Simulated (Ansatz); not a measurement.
Fe₂Ge

Input file:

```
crystal:
  lattice:
    - [4.1356893847, 0.0, 0.0]
    - [-2.0678446924, 3.5816120693, 0.0]
    - [0.0, 0.0, 2.6088381803]
  atoms:
    - { symbol: Ge, position: [0.0, 0.0, 0.0] }
    - { symbol: Fe, position: [0.3333333333, 0.6666666667, 0.5], spin: 3.0 }
    - { symbol: Fe, position: [0.6666666667, 0.3333333333, 0.5], spin: 3.0 }
hamiltonian:
  xc: r2scan
  pseudopotentials: { kind: paw }
magnetization:
  spin_polarized: true
kpoints:
  mp_grid: { grid: [7, 7, 10] }
scf:
  occupations: { method: fermi_dirac, width: 0.05 }
output:
  forces: true
  stress: true
  eigenvalues: true
  write_density: true
  write_potential: true
  elf: true
  volumetric_format: npy
```

Command:

```sh
ansatz run input.yaml --threads 2 --pin off --max-ram 5632MiB --backend cpu --events-out ev --progress --plain --runs-dir out
```

Below, planes, directions and counts refer to the conventional cell (a = 4.14 Å, b = 4.14 Å, c = 2.61 Å, α = 90.00°, β = 90.00°, γ = 120.00°).

Space group P6/mmm; a structure from a database of computed crystals, not necessarily the ambient phase; computed pressure about 3 GPa in this cell; spin-polarised.

Theory: Kohn-Sham DFT of a periodic cell, r2SCAN, Ansatz PAW in Ansatz 0.2.0.

Question: Predict the valence pseudo-density, electron localisation function and spin density between the atoms.

Answer: Ge–Ge (2.61 Å): ρ at the midpoint is about 0.35 e/Å³; the ELF is about 0.45 at the midpoint.
Fe–Ge (2.72 Å): the density is about 0.26 e/Å³ at the midpoint; the ELF is about 0.35 at the midpoint.
The spin density sits on Fe: +2.7 μB (×2) in one cell of 3 atoms: parallel main moments (a ferromagnetic arrangement) in this solution. The cell of the calculation (3 atoms) carries 5.5 μB of net spin moment.

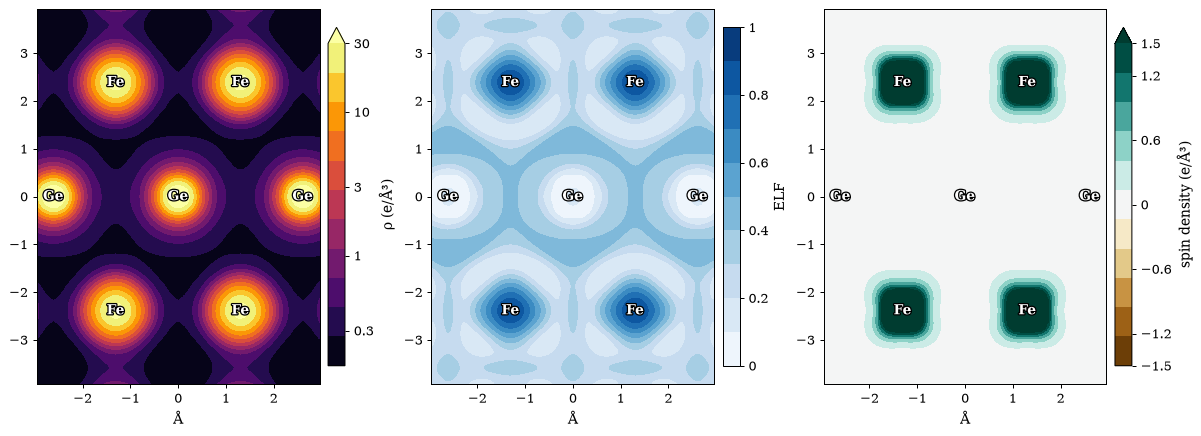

Computed valence pseudo-density, electron localisation function and spin density on the (110) plane of the conventional cell, in this order. 

The density is the valence pseudo-density of a PAW calculation; it isn't the true density close to the nuclei.
